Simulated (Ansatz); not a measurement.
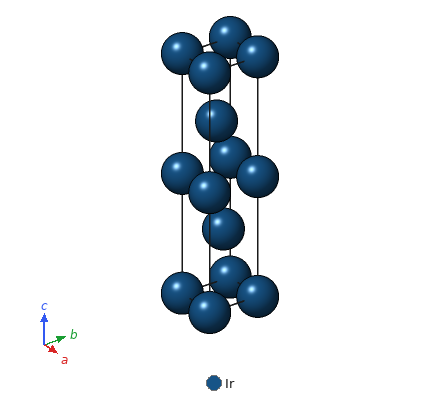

The structure; the drawing may span several cells.

Structure (in its standard cell), the end point of a relaxation with Ansatz 0.2.0, DFT, PBE, plane waves (420 eV) with PAW, scalar-relativistic; the starting structure was generated, so it need not be a known form of this composition:

```cif
data_structure
_symmetry_space_group_name_H-M 'P 1'
_symmetry_Int_Tables_number 1
_cell_length_a 2.7395
_cell_length_b 2.7395
_cell_length_c 8.9496
_cell_angle_alpha 90.000
_cell_angle_beta 90.000
_cell_angle_gamma 120.000
_cell_volume 58.16
loop_
_atom_site_label
_atom_site_type_symbol
_atom_site_fract_x
_atom_site_fract_y
_atom_site_fract_z
_atom_site_occupancy
Ir1 Ir 0.00000 0.00000 0.00000 1
Ir2 Ir 0.00000 0.00000 0.50000 1
Ir3 Ir 0.33333 0.66667 0.25000 1
Ir4 Ir 0.66667 0.33333 0.75000 1
```

Q: What does the kinematic electron diffraction pattern along [101] look like at 80 kV (B = 0.8 Å²)?

A: The spots form a centred rectangular net whose two shortest vectors correspond to d = 2.37 Å and 2.29 Å, 61.1° apart. They are 0 1 0 and 1 0 -1. The pattern has symmetry 2mm. A glide plane extinguishes reflections such as 1 -2 -1, 1 1 -1; reflections such as 3 -3 -3, 3 0 -3 are allowed by the space group but vanish because the atoms sit on special positions; reflections such as 2 -1 -2 are allowed but too weak to see at this display level.

Strongest reflections with d > 0.80 Å, one of each family (|F|² from tabulated Gaussian fits of the electron scattering factors, times a small damping for the curvature of the Ewald sphere):

```
    hkl  d (Å)  I (strongest = 100)
 1 0 -1  2.293                  100
 2 0 -2  1.147                   65
  0 1 0  2.372                   35
 2 1 -2  0.879                   27
 1 2 -1  0.892                   10
3 -1 -3  0.859                    8
```

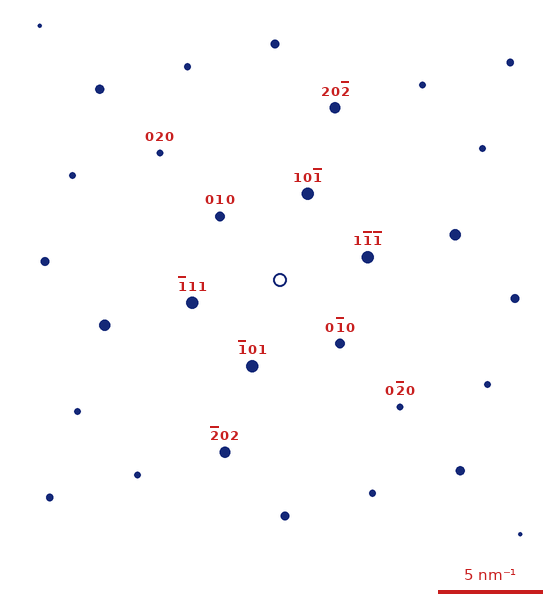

Calculated pattern, seen from the source side with [101] pointing towards the source.
